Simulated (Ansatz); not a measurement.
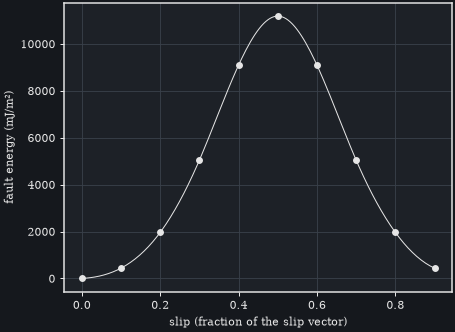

The picture above shows the fault energy against slip for SiNi, space group P2_13 (No. 198).

Structure:
```xyz
16
Lattice="0.0000 -4.4680 0.0000 0.0000 0.0000 -4.4680 8.9360 0.0000 0.0000" Properties=species:S:1:pos:R:3 pbc="T T T"
Si    1.5480   -0.6860   -0.6860
Si    6.0160   -0.6860   -0.6860
Si    0.6860   -3.7820   -2.9200
Si    5.1540   -3.7820   -2.9200
Si    8.2500   -1.5480   -3.7820
Si    3.7820   -1.5480   -3.7820
Si    7.3880   -2.9200   -1.5480
Si    2.9200   -2.9200   -1.5480
Ni    7.3677   -3.8023   -3.8023
Ni    2.8997   -3.8023   -3.8023
Ni    8.2703   -0.6657   -1.5683
Ni    3.8023   -0.6657   -1.5683
Ni    0.6657   -2.8997   -0.6657
Ni    5.1337   -2.8997   -0.6657
Ni    1.5683   -1.5683   -2.8997
Ni    6.0363   -1.5683   -2.8997
```

Method: rigid slide of a crystal across a plane by tilting cell vector c, one fault a cell, unrelaxed, by plane-wave density functional theory with PAW datasets, free energies less that of the undisturbed cell; scalar-relativistic (Ansatz 0.2.0). Level: PBEsol, no spin polarisation.

```json
{"setting": "wave cutoff", "value": "420 eV"}
{"setting": "k mesh", "value": "9×9×5"}
{"setting": "occupations", "value": "Gaussian"}
{"setting": "smearing width", "value": "0.15 eV"}
{"setting": "k shift", "value": "(0, 0, 0) (mesh steps)"}
{"setting": "start", "value": "relaxed"}
{"setting": "height of the cut", "value": "0 (fraction of cell vector c)"}
{"setting": "slip vector", "value": "(1, 0) (multiples of cell vectors a and b)"}
```

The points at slip 0.6, 0.7, 0.8 and 0.9 follow from computed ones by symmetry.

From this curve and the settings, what does the calculation give for the shear traction at the same points?

The shear traction goes from 0 GPa at slip 0.0 to −20 GPa at 0.9, not monotonically, with a high of 86 GPa at 0.3 and a low of −86 GPa at 0.7.

| slip (fraction of the slip vector) | shear traction (GPa) |
| --- | --- |
| 0.0 | 0 |
| 0.1 | 20 |
| 0.2 | 50 |
| 0.3 | 86 |
| 0.4 | 83 |
| 0.5 | 0 |
| 0.6 | −83 |
| 0.7 | −86 |
| 0.8 | −50 |
| 0.9 | −20 |

Limits of the calculation: atoms far too close at some points of the scan; no spin polarisation, a magnetic state may lie lower.
